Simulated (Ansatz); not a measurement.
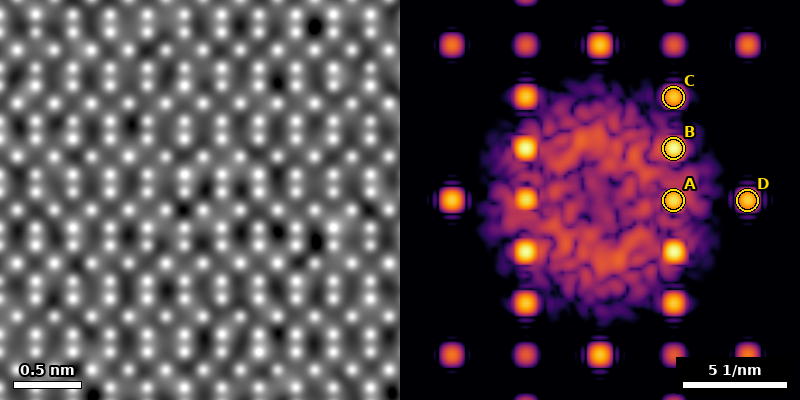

Integrated-DPC-like image of Al (P6/mmm, No. 191) along [100]. Simulated as the projected potential of neutral atoms (B = 0.5 Å²) blurred by a 0.50 Å probe, the thin-sample limit of integrated differential phase contrast. The display is stretched by a gamma of 0.65; percentages refer to the linear signal. The speckle of an amorphous layer was added. Structure: the end point of a relaxation with DFT PBE, scalar-relativistic, plane waves, PAW in Ansatz 0.2.0; the starting structure was generated, so it need not be a known form of this composition.

The right panel is the modulus of the image's Fourier transform on a logarithmic scale.

a = 4.615 Å, b = 4.615 Å, c = 2.790 Å, α = 90.00°, β = 90.00°, γ = 120.00°

Question: Index the marked spots and give their plane spacings (the zone axis points at the viewer; indices equivalent by symmetry, or all signs reversed, are as good).

Answer: A: (001), d = 2.79 Å; B: (0 -1 1), d = 2.29 Å; C: (0 -2 1), d = 1.62 Å; D: (002), d = 1.39 Å. A and B enclose 35°, and every spot obeys the zone law hu + kv + lw = 0 for [100].
